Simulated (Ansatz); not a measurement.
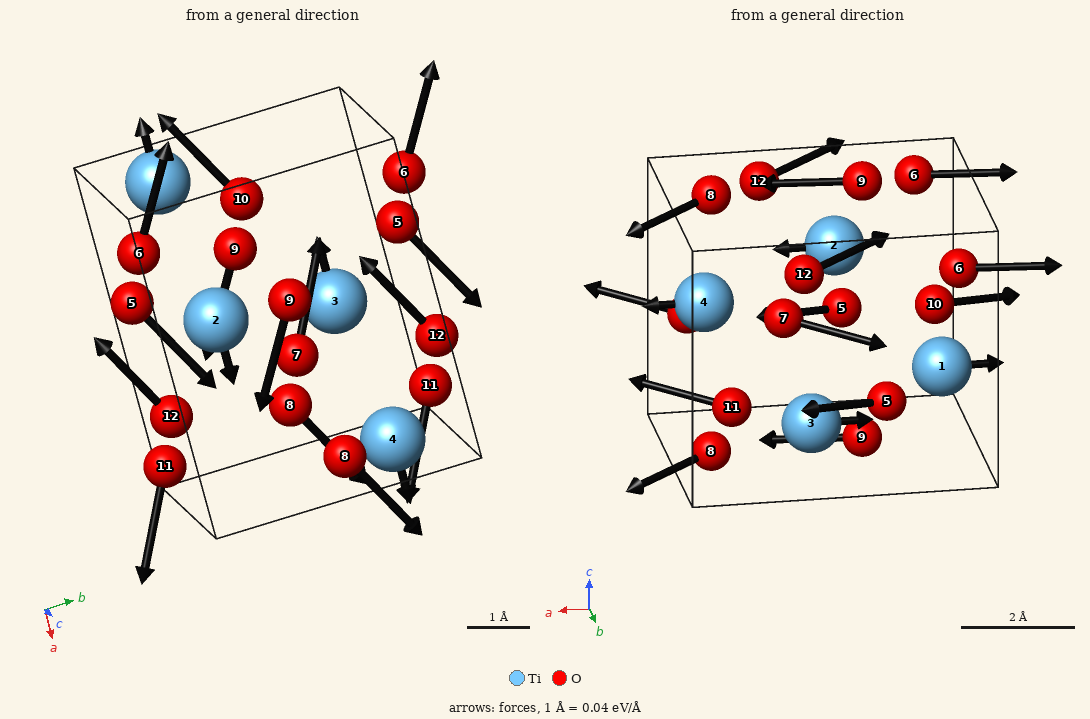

The image is a spheres-only drawing of a crystal, viewed from two general directions. The frame is the simulation cell; atoms at its boundary are shown with their periodic copies. The arrows are the computed forces on the atoms.

System: TiO₂. Setup: DFT, PBE0, plane waves, PAW in Ansatz 0.2.0; an energy cutoff of 420 eV, a 4×4×4 k-point grid, no spin polarisation.

> Could this be the end point of a relaxation?

No. The atoms still feel forces of up to about 0.065 eV/Å, above a usual threshold of 0.01 to 0.03 eV/Å.

The model was built from a structure type filled with these elements by a generator (whether the compound takes this form wasn't checked). Earlier steps of the study may have refined or changed the cell and positions. It was run through Ansatz as a DFT input.
